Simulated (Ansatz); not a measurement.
## Electronic structure of Hf$_{8}$O$_{17}$ (cell with a defect) in real space

```xyz
25
Lattice="-4.2678 0.0000 -5.2716 5.1609 5.2121 -0.0053 5.1609 -5.2121 -0.0053" Properties=species:S:1:pos:R:3 pbc="T T T"
Hf    1.6784   -2.7851   -1.5486
Hf    1.6047    2.4309   -1.5210
Hf    3.8759   -0.1613   -1.1024
Hf    9.0855   -0.1525   -1.0414
Hf    4.2910   -2.3584   -3.7229
Hf    4.4620    2.8117   -3.8060
Hf   -3.0486    0.2548   -4.2290
Hf    2.0914    0.2825   -4.1811
O     2.2817   -1.3211   -0.0773
O     7.4362   -1.3205   -0.0831
O     3.2381   -3.9143   -2.5522
O     3.2406    1.3239   -2.5490
O    -1.4654    1.3845   -5.1742
O     3.7042    1.3692   -5.1818
O     2.7128   -1.1879   -2.7559
O     3.1051    3.9896   -2.6441
O     0.9778   -3.4120   -3.5195
O     0.9049    1.8093   -3.4436
O     5.4784   -0.8318   -4.5036
O     0.3602   -0.7931   -4.4609
O     4.8650   -1.8499   -1.6991
O     5.1584    3.5316   -1.8591
O     5.6034    0.9392   -0.8271
O     0.4765    0.9108   -0.8069
O     6.8495   -0.8890   -2.5389
```

The calculation used DFT PBE, scalar-relativistic, plane waves, PAW (Ansatz).

In a PAW calculation such maps are meaningful between the atoms, not at the nuclei.

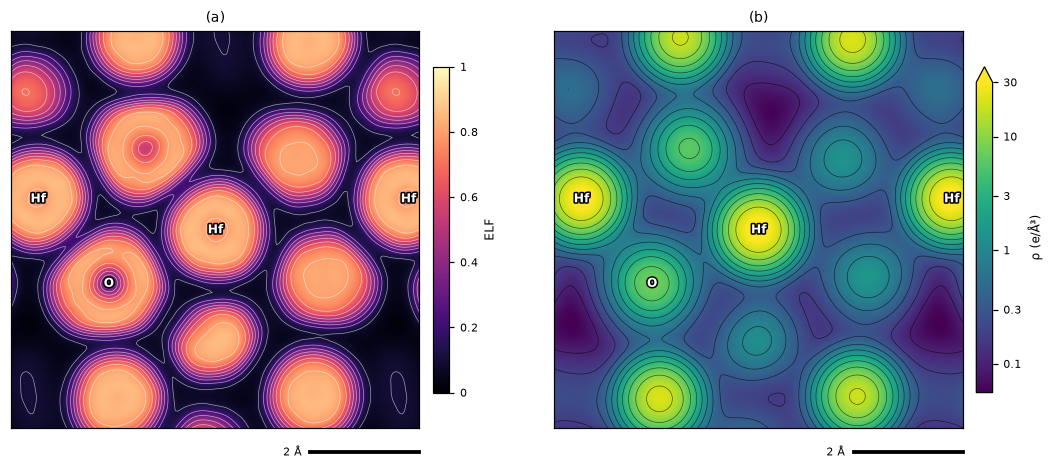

Figure 1. (a) ELF; (b) valence charge density (pseudo) on the (010) plane of the calculation cell.

### What do the fields say about this system?

Atoms in the plane: Hf and O.
Atoms just off the plane (Hf, 0.3 Å away and O, 0.3 Å away) can leave unmarked features too.
Hf–O (2.03 Å): ρ at the midpoint is about 0.89 e/Å³; the ELF peaks at about 0.85 in the valence shell of O, 0.6 Å from its nucleus, and drops to about 0.20 between the two atoms (no shared electron pair shows on this line).
Hf–O (2.19 Å): ρ is about 0.59 e/Å³ halfway; the ELF peaks at about 0.85 in the valence shell of O, 0.6 Å from its nucleus, and drops to about 0.15 between the two atoms (no shared electron pair shows on this line).

Between the atoms the lowest density in this plane is 0.06 e/Å³.
The features right at Hf lie inside the PAW spheres, where the map follows smoothed inner orbitals and isn't to be read closely.

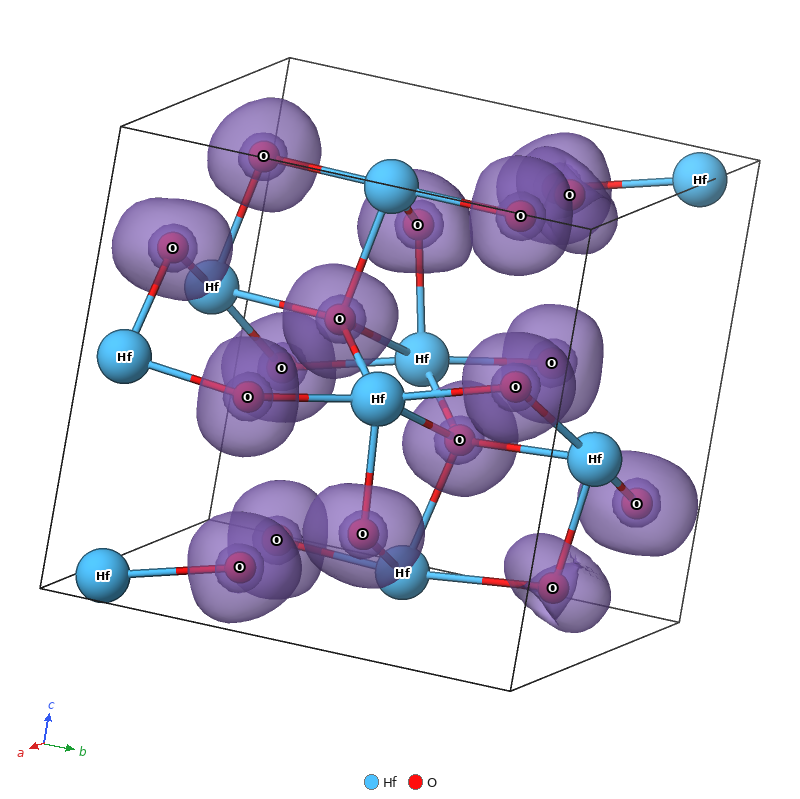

Figure 2. Isosurface of the ELF at 0.7 (purple), seen slightly off an axis. Core shells and regions of very low density are left out. Sticks mark near contacts.

### Identify the bonds, lone pairs and shells in this picture.

The ELF exceeds this value in 17 regions wrapped around O (the valence shell of each), counted in one cell of 25 atoms. Any copies at cell faces, edges or corners count once. Along the contacts the grid gives the following. O–O (1.46 Å): the ELF peaks at about 0.70 between the atoms. Hf–O (1.98 Å): the ELF peaks at about 0.85 in the valence shell of O, 0.6 Å from its nucleus, and drops to about 0.20 between the two atoms: no localised pair shows between them.

### Does the calculation make it a metal, or give it a gap?

It is gapped, with a Kohn–Sham gap of 4.1 eV on the k-point mesh (the band edges may lie off the mesh, which would make the gap smaller).
